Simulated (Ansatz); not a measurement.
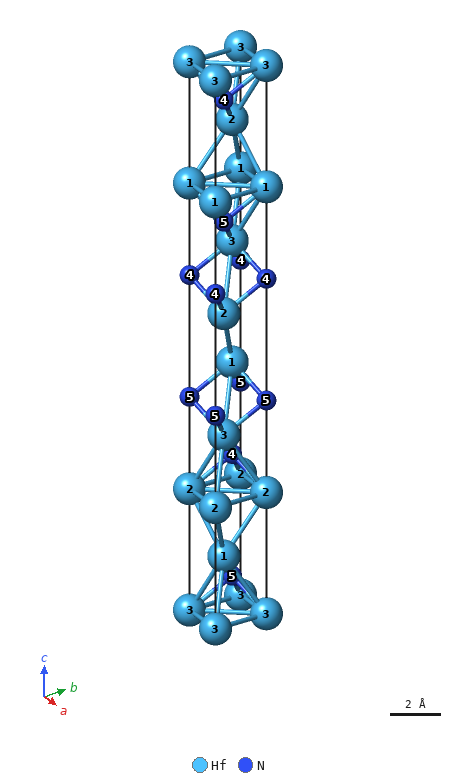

*The structure as given in the input (ball-and-stick view of the cell 3 times as large as that of the calculation, set on its symmetry axes, seen slightly off an axis; atoms are numbered from 1 in the order of the input). An atom can appear more than once, as a periodic image.*

Near neighbours in the periodic cell (some may lie outside the picture): Hf has 12 Hf at 3.13 to 3.19 Å and 3 N at 2.26 Å; Hf has 12 Hf at 3.18 to 3.19 Å and 6 N at 2.25 Å; N has 6 Hf at 2.25 to 2.26 Å.

**Elastic-constant calculation, with input and output: Hf3N2 (part 1 of 2)**

- system: Hf3N2 (5 atoms in the cell)
- method: DFT PBEsol, scalar-relativistic, plane waves, PAW, no spin polarisation (Ansatz 0.2.0)

The structure derives from a Materials Project entry. It belongs to a series of runs on one base structure; here: elastic constants, atoms clamped. Figures and captions count atoms from 1; the log counts them from 0 in places.

What the program printed
```
band count auto-derived: 56 (N_el = 88.0; filled up to band 44; 53 by the electrons, moments and atoms)
Engine: ansatz 0.2.0, x86_64-unknown-linux-gnu
Pseudopotentials: kind: paw
Pseudopotential: Hf, paw, valence charge 26, recommended cutoff 420 eV (normal), Hf.paw.azcp
Pseudopotential: N, paw, valence charge 5, recommended cutoff 420 eV (normal), N.paw.azcp
Functional definition: PBEsol
  exchange = pbesol_x
  correlation = pbesol_c
Crystal: 5 atoms, lattice volume = 68.084 Å³
Basis set: ecut = 420 eV, 1321 PW (Γ), exchange–correlation on 108×108×108 points (8 copies of the dense FFT grid, shifted against one another)
Bands: 56, of which v1, the nominal top of the filled ones, is band 44 counted from 1 (43 counted from 0)
Symmetry: 12 space group operations
Space group: R-3m (ITA 166), of the structure as read, at distance tolerance 4.1e-5 Å
k-points: 189 of 1728
Non-local potential: Hf, projectors of the file, l = 0: 3, l = 1: 2, l = 2: 2, l = 3: 3
Non-local potential: N, projectors of the file, l = 0: 2, l = 1: 2, l = 2: 1
PAW form: soft (Blöchl's): semilocal exchange-correlation on the pseudo side does not see the compensation charge
PAW frozen core: Hf, regenerated for the run's functional, and the local potential with it (the file was generated under x = pbe(κ = 0.804, μ = 0.2195149727645171), c = pbe(β = 0.06672455060314922))
PAW frozen core: N, regenerated for the run's functional, and the local potential with it (the file was generated under x = pbe(κ = 0.804, μ = 0.2195149727645171), c = pbe(β = 0.06672455060314922))
PAW one-centre angular grid: Hf, 590 points (default); XC on 64 Gauss nodes
PAW one-centre angular grid: N, 110 points (default); XC on 64 Gauss nodes
Initial density: superposition of atomic densities (neutral atoms: chi_scale 0, normalization atom), corrected by the library's trained network
Initial wavefunctions: pseudopotential atomic-orbital guess
Functional: x = pbesol(κ = 0.804, μ = 0.12345679012345678), c = pbesol(β = 0.046)
SCF iter   1: F=—  HF=-47558.982428 eV  |F-HF|=—  |Δ(HF+E_count)|=         —  Δρ=1.02e-2  dr2=2.80e-1  ethr=1.77e-3  ⟨swp⟩=4.8  Hψ=32006  notcnv=0  defer=40
preconditioner: auto → Kerker (q_TF=auto, 2.848 Å⁻¹)  [metal: Δε(μ)=0.015 eV  Ē_g=18.565 eV  σ=0.150 eV  W_gap=0.03  n_scr=30 (ndim 8)  ℏωp=40.8 eV  f_vac=0.000  D(μ)=1.63/eV (n_scr^D=4)]
SCF iter   2: F=—  HF=-47558.958618 eV  |F-HF|=—  |Δ(HF+E_count)|=   2.38e-2  Δρ=4.37e-3  dr2=8.64e-2  ethr=3.18e-4  ⟨swp⟩=1.0  Hψ=12287  notcnv=0  defer=70
SCF iter   3: F=—  HF=-47558.950493 eV  |F-HF|=—  |Δ(HF+E_count)|=   8.13e-3  Δρ=1.60e-3  dr2=1.30e-2  ethr=9.81e-5  ⟨swp⟩=1.0  Hψ=10357  notcnv=0  defer=70
SCF iter   4: F=—  HF=-47558.948942 eV  |F-HF|=—  |Δ(HF+E_count)|=   1.55e-3  Δρ=8.97e-4  dr2=1.05e-3  ethr=1.48e-5  ⟨swp⟩=2.0  Hψ=15550  notcnv=0  defer=71
SCF iter   5: F=—  HF=-47558.948441 eV  |F-HF|=—  |Δ(HF+E_count)|=   5.01e-4  Δρ=5.05e-4  dr2=2.78e-4  ethr=1.20e-6  ⟨swp⟩=2.0  Hψ=16074  notcnv=0  defer=71
SCF iter   6: F=—  HF=-47558.948354 eV  |F-HF|=—  |Δ(HF+E_count)|=   8.65e-5  Δρ=1.43e-4  dr2=1.46e-5  ethr=3.16e-7  ⟨swp⟩=2.0  Hψ=17685  notcnv=0  defer=71
SCF iter   7: F=—  HF=-47558.948388 eV  |F-HF|=—  |Δ(HF+E_count)|=   3.40e-5  Δρ=7.10e-5  dr2=5.36e-6  ethr=1.66e-8  ⟨swp⟩=2.7  Hψ=19379  notcnv=0  defer=71
SCF iter   8: F=—  HF=-47558.948370 eV  |F-HF|=—  |Δ(HF+E_count)|=   1.85e-5  Δρ=3.29e-5  dr2=1.23e-6  ethr=6.09e-9  ⟨swp⟩=3.0  Hψ=19286  notcnv=0  defer=189
SCF iter   9: F=—  HF=-47558.948368 eV  |F-HF|=—  |Δ(HF+E_count)|=   1.56e-6  Δρ=1.66e-5  dr2=2.16e-7  ethr=1.39e-9  ⟨swp⟩=3.0  Hψ=19536  notcnv=0  defer=189
SCF iter  10: F=—  HF=-47558.948368 eV  |F-HF|=—  |Δ(HF+E_count)|=   1.07e-7  Δρ=4.76e-6  dr2=1.14e-8  ethr=2.46e-10  ⟨swp⟩=2.0  Hψ=18762  notcnv=0  defer=189
SCF iter  11: F=—  HF=-47558.948368 eV  |F-HF|=—  |Δ(HF+E_count)|=   2.31e-9  Δρ=1.67e-6  dr2=2.24e-9  ethr=1.29e-11  ⟨swp⟩=2.1  Hψ=18751  notcnv=0  defer=190
SCF iter  12: F=—  HF=-47558.948368 eV  |F-HF|=—  |Δ(HF+E_count)|=  4.22e-10  Δρ=7.89e-7  dr2=4.79e-10  ethr=2.55e-12  ⟨swp⟩=2.0  Hψ=18693  notcnv=0  defer=190
SCF iter  13: F=—  HF=-47558.948368 eV  |F-HF|=—  |Δ(HF+E_count)|=  7.28e-11  Δρ=1.46e-7  dr2=2.35e-11  ethr=5.44e-13 (applied; sched 1.00e-12)  ⟨swp⟩=2.0  Hψ=16196  notcnv=0  defer=212
SCF iter  14: F=—  HF=-47558.948368 eV  |F-HF|=—  |Δ(HF+E_count)|=  7.28e-12  Δρ=4.13e-8  dr2=2.70e-12  ethr=2.67e-14 (applied; sched 1.00e-12)  ⟨swp⟩=2.1  Hψ=18474  notcnv=0  defer=233
SCF iter  15: F=-47558.948368 eV  HF=-47558.948368 eV  |F-HF|=7.28e-12  |Δ(HF+E_count)|=  1.46e-11  Δρ=7.09e-9  dr2=5.70e-14  ethr=1.00e-12  ⟨swp⟩=7.7  Hψ=52244  notcnv=0
SCF 1 converged in 15 iterations: F = -47558.948368 eV  dr2 = 5.70e-14
  greatest PAW one-centre occupation: 0.998 electrons in one spin orbital (limit 2), on the Hf atom at site 1 (counted from 0), in its partial waves of l = 0
Crystal: 5 atoms, lattice volume = 67.744 Å³
Symmetry: 4 space group operations
k-points: 476 of 1728
Initial density: handed on by an earlier stage of this run
Initial wavefunctions: those handed on with the density
iter 1 solved again at ethr=1.18e-6 eV; its pass at ethr=3.10e-3 eV (dr2=1.04e-3 eV) is discarded
SCF iter   1: F=—  HF=-47558.946180 eV  |F-HF|=—  |Δ(HF+E_count)|=         —  Δρ=7.62e-4  dr2=1.03e-3  ethr=1.18e-6  ⟨swp⟩=2.0  Hψ=104596  notcnv=0  defer=422
preconditioner: auto → Kerker (q_TF=auto, 2.850 Å⁻¹)  [metal: Δε(μ)=0.006 eV  Ē_g=18.590 eV  σ=0.150 eV  W_gap=0.01  n_scr=30 (ndim 8)  ℏωp=40.9 eV  f_vac=0.000  D(μ)=1.83/eV (n_scr^D=4)]
SCF iter   2: F=—  HF=-47558.946073 eV  |F-HF|=—  |Δ(HF+E_count)|=   1.07e-4  Δρ=4.02e-4  dr2=4.23e-4  ethr=1.17e-6  ⟨swp⟩=1.0  Hψ=26080  notcnv=0  defer=422
SCF iter   3: F=—  HF=-47558.946019 eV  |F-HF|=—  |Δ(HF+E_count)|=   5.34e-5  Δρ=1.33e-4  dr2=4.06e-5  ethr=4.81e-7  ⟨swp⟩=2.0  Hψ=32275  notcnv=0  defer=422
SCF iter   4: F=—  HF=-47558.946053 eV  |F-HF|=—  |Δ(HF+E_count)|=   3.42e-5  Δρ=7.89e-5  dr2=4.15e-6  ethr=4.62e-8  ⟨swp⟩=2.0  Hψ=47032  notcnv=0  defer=422
SCF iter   5: F=—  HF=-47558.946033 eV  |F-HF|=—  |Δ(HF+E_count)|=   2.06e-5  Δρ=3.33e-5  dr2=1.15e-6  ethr=4.72e-9  ⟨swp⟩=2.0  Hψ=45556  notcnv=0  defer=422
SCF iter   6: F=—  HF=-47558.946033 eV  |F-HF|=—  |Δ(HF+E_count)|=   3.23e-7  Δρ=9.93e-6  dr2=1.39e-7  ethr=1.31e-9  ⟨swp⟩=2.0  Hψ=46586  notcnv=0  defer=422
SCF iter   7: F=—  HF=-47558.946032 eV  |F-HF|=—  |Δ(HF+E_count)|=   2.19e-8  Δρ=4.14e-6  dr2=1.07e-8  ethr=1.58e-10  ⟨swp⟩=2.0  Hψ=47151  notcnv=0  defer=422
SCF iter   8: F=—  HF=-47558.946032 eV  |F-HF|=—  |Δ(HF+E_count)|=  9.46e-10  Δρ=1.67e-6  dr2=2.12e-9  ethr=1.22e-11  ⟨swp⟩=2.8  Hψ=48677  notcnv=0  defer=422
SCF iter   9: F=—  HF=-47558.946032 eV  |F-HF|=—  |Δ(HF+E_count)|=   5.07e-9  Δρ=7.09e-7  dr2=5.09e-10  ethr=2.40e-12  ⟨swp⟩=2.4  Hψ=47756  notcnv=0  defer=422
SCF iter  10: F=—  HF=-47558.946032 eV  |F-HF|=—  |Δ(HF+E_count)|=  5.75e-10  Δρ=2.41e-7  dr2=4.77e-11  ethr=5.78e-13 (applied; sched 1.00e-12)  ⟨swp⟩=2.1  Hψ=47224  notcnv=0  defer=569
SCF iter  11: F=—  HF=-47558.946032 eV  |F-HF|=—  |Δ(HF+E_count)|=  1.46e-11  Δρ=5.48e-8  dr2=2.05e-12  ethr=5.42e-14 (applied; sched 1.00e-12)  ⟨swp⟩=2.0  Hψ=47132  notcnv=0  defer=573
SCF iter  12: F=—  HF=-47558.946032 eV  |F-HF|=—  |Δ(HF+E_count)|=  7.28e-12  Δρ=1.79e-8  dr2=2.25e-13  ethr=2.33e-15 (applied; sched 1.00e-12)  ⟨swp⟩=2.0  Hψ=46669  notcnv=0  defer=576
SCF iter  13: F=-47558.946032 eV  HF=-47558.946032 eV  |F-HF|=7.28e-12  |Δ(HF+E_count)|=  7.28e-12  Δρ=9.10e-9  dr2=5.12e-14  ethr=1.00e-12  ⟨swp⟩=5.2  Hψ=104387  notcnv=0
SCF 2 converged in 13 iterations: F = -47558.946032 eV  dr2 = 5.12e-14
Crystal: 5 atoms, lattice volume = 68.425 Å³
Basis set: ecut = 420 eV, 1337 PW (Γ), exchange–correlation on 108×108×108 points (8 copies of the dense FFT grid, shifted against one another)
iter 1 solved again at ethr=4.43e-10 eV; its pass at ethr=3.10e-3 eV (dr2=3.90e-7 eV) is discarded
SCF iter   1: F=—  HF=-47558.946031 eV  |F-HF|=—  |Δ(HF+E_count)|=         —  Δρ=1.75e-5  dr2=5.16e-7  ethr=4.43e-10  ⟨swp⟩=3.4  Hψ=118174  notcnv=0  defer=344
preconditioner: auto → Kerker (q_TF=auto, 2.845 Å⁻¹)  [metal: Δε(μ)=0.014 eV  Ē_g=18.558 eV  σ=0.150 eV  W_gap=0.02  n_scr=30 (ndim 8)  ℏωp=40.6 eV  f_vac=0.000  D(μ)=1.83/eV (n_scr^D=4)]
SCF iter   2: F=—  HF=-47558.946071 eV  |F-HF|=—  |Δ(HF+E_count)|=   3.99e-5  Δρ=9.51e-6  dr2=1.85e-7  ethr=4.43e-10  ⟨swp⟩=1.1  Hψ=26155  notcnv=0  defer=344
SCF iter   3: F=—  HF=-47558.946071 eV  |F-HF|=—  |Δ(HF+E_count)|=   1.95e-8  Δρ=3.28e-6  dr2=2.51e-8  ethr=2.10e-10  ⟨swp⟩=2.0  Hψ=36310  notcnv=0  defer=344
SCF iter   4: F=—  HF=-47558.946071 eV  |F-HF|=—  |Δ(HF+E_count)|=   7.44e-9  Δρ=1.52e-6  dr2=2.09e-9  ethr=2.85e-11  ⟨swp⟩=2.0  Hψ=44074  notcnv=0  defer=344
SCF iter   5: F=—  HF=-47558.946071 eV  |F-HF|=—  |Δ(HF+E_count)|=  6.11e-10  Δρ=7.48e-7  dr2=4.47e-10  ethr=2.38e-12  ⟨swp⟩=2.0  Hψ=44643  notcnv=0  defer=344
SCF iter   6: F=—  HF=-47558.946071 eV  |F-HF|=—  |Δ(HF+E_count)|=  1.02e-10  Δρ=1.76e-7  dr2=3.13e-11  ethr=5.08e-13 (applied; sched 1.00e-12)  ⟨swp⟩=2.0  Hψ=47200  notcnv=0  defer=554
SCF iter   7: F=—  HF=-47558.946071 eV  |F-HF|=—  |Δ(HF+E_count)|=  1.46e-11  Δρ=7.12e-8  dr2=5.08e-12  ethr=3.56e-14 (applied; sched 1.00e-12)  ⟨swp⟩=2.0  Hψ=47172  notcnv=0  defer=561
SCF iter   8: F=—  HF=-47558.946071 eV  |F-HF|=—  |Δ(HF+E_count)|=    0.00e0  Δρ=2.61e-8  dr2=4.69e-13  ethr=5.77e-15 (applied; sched 1.00e-12)  ⟨swp⟩=2.0  Hψ=44759  notcnv=0  defer=561
SCF iter   9: F=—  HF=-47558.946071 eV  |F-HF|=—  |Δ(HF+E_count)|=    0.00e0  Δρ=1.28e-8  dr2=1.95e-13  ethr=1.00e-12  ⟨swp⟩=6.3  Hψ=114919  notcnv=0
SCF iter  10: F=-47558.946071 eV  HF=-47558.946071 eV  |F-HF|=7.28e-12  |Δ(HF+E_count)|=    0.00e0  Δρ=5.99e-9  dr2=3.70e-14  ethr=1.00e-12  ⟨swp⟩=5.6  Hψ=99271  notcnv=0
SCF 3 converged in 10 iterations: F = -47558.946071 eV  dr2 = 3.70e-14
  greatest PAW one-centre occupation: 0.998 electrons in one spin orbital (limit 2), on the Hf atom at site 1 (counted from 0), in its partial waves of l = 3
iter 1 solved again at ethr=1.26e-6 eV; its pass at ethr=3.10e-3 eV (dr2=1.11e-3 eV) is discarded
SCF iter   1: F=—  HF=-47558.946323 eV  |F-HF|=—  |Δ(HF+E_count)|=         —  Δρ=6.58e-4  dr2=1.07e-3  ethr=1.26e-6  ⟨swp⟩=2.0  Hψ=41596  notcnv=0  defer=155
preconditioner: auto → Kerker (q_TF=auto, 2.850 Å⁻¹)  [metal: Δε(μ)=0.021 eV  Ē_g=18.588 eV  σ=0.150 eV  W_gap=0.03  n_scr=30 (ndim 8)  ℏωp=40.9 eV  f_vac=0.000  D(μ)=1.81/eV (n_scr^D=4)]
SCF iter   2: F=—  HF=-47558.946230 eV  |F-HF|=—  |Δ(HF+E_count)|=   9.33e-5  Δρ=3.59e-4  dr2=4.37e-4  ethr=1.21e-6  ⟨swp⟩=1.0  Hψ=10366  notcnv=0  defer=155
SCF iter   3: F=—  HF=-47558.946184 eV  |F-HF|=—  |Δ(HF+E_count)|=   4.54e-5  Δρ=1.24e-4  dr2=3.06e-5  ethr=4.97e-7  ⟨swp⟩=2.0  Hψ=14758  notcnv=0  defer=155
SCF iter   4: F=—  HF=-47558.946213 eV  |F-HF|=—  |Δ(HF+E_count)|=   2.84e-5  Δρ=6.62e-5  dr2=3.20e-6  ethr=3.48e-8  ⟨swp⟩=2.0  Hψ=18648  notcnv=0  defer=155
SCF iter   5: F=—  HF=-47558.946195 eV  |F-HF|=—  |Δ(HF+E_count)|=   1.81e-5  Δρ=2.68e-5  dr2=8.69e-7  ethr=3.64e-9  ⟨swp⟩=2.0  Hψ=18101  notcnv=0  defer=155
SCF iter   6: F=—  HF=-47558.946194 eV  |F-HF|=—  |Δ(HF+E_count)|=   2.58e-7  Δρ=8.23e-6  dr2=9.12e-8  ethr=9.87e-10  ⟨swp⟩=2.0  Hψ=18585  notcnv=0  defer=155
SCF iter   7: F=—  HF=-47558.946194 eV  |F-HF|=—  |Δ(HF+E_count)|=   1.25e-8  Δρ=2.99e-6  dr2=6.15e-9  ethr=1.04e-10  ⟨swp⟩=2.0  Hψ=18719  notcnv=0  defer=155
SCF iter   8: F=—  HF=-47558.946194 eV  |F-HF|=—  |Δ(HF+E_count)|=  1.46e-11  Δρ=1.81e-6  dr2=3.02e-9  ethr=6.98e-12  ⟨swp⟩=2.3  Hψ=18883  notcnv=0  defer=155
SCF iter   9: F=—  HF=-47558.946194 eV  |F-HF|=—  |Δ(HF+E_count)|=   2.63e-9  Δρ=6.39e-7  dr2=3.48e-10  ethr=3.43e-12  ⟨swp⟩=2.3  Hψ=18702  notcnv=0  defer=155
SCF iter  10: F=—  HF=-47558.946194 eV  |F-HF|=—  |Δ(HF+E_count)|=  1.75e-10  Δρ=2.64e-7  dr2=4.36e-11  ethr=3.95e-13 (applied; sched 1.00e-12)  ⟨swp⟩=2.0  Hψ=18540  notcnv=0  defer=216
SCF iter  11: F=—  HF=-47558.946194 eV  |F-HF|=—  |Δ(HF+E_count)|=  2.91e-11  Δρ=5.32e-8  dr2=2.15e-12  ethr=4.95e-14 (applied; sched 1.00e-12)  ⟨swp⟩=2.0  Hψ=16146  notcnv=0  defer=216
SCF iter  12: F=—  HF=-47558.946194 eV  |F-HF|=—  |Δ(HF+E_count)|=  1.46e-11  Δρ=1.82e-8  dr2=2.99e-13  ethr=2.44e-15 (applied; sched 1.00e-12)  ⟨swp⟩=2.1  Hψ=17113  notcnv=0  defer=217
SCF iter  13: F=-47558.946194 eV  HF=-47558.946194 eV  |F-HF|=1.46e-11  |Δ(HF+E_count)|=  2.91e-11  Δρ=7.17e-9  dr2=4.87e-14  ethr=1.00e-12  ⟨swp⟩=5.6  Hψ=40285  notcnv=0
SCF 4 converged in 13 iterations: F = -47558.946194 eV  dr2 = 4.87e-14
Basis set: ecut = 420 eV, 1339 PW (Γ), exchange–correlation on 108×108×108 points (8 copies of the dense FFT grid, shifted against one another)
iter 1 solved again at ethr=4.73e-10 eV; its pass at ethr=3.10e-3 eV (dr2=4.16e-7 eV) is discarded
```
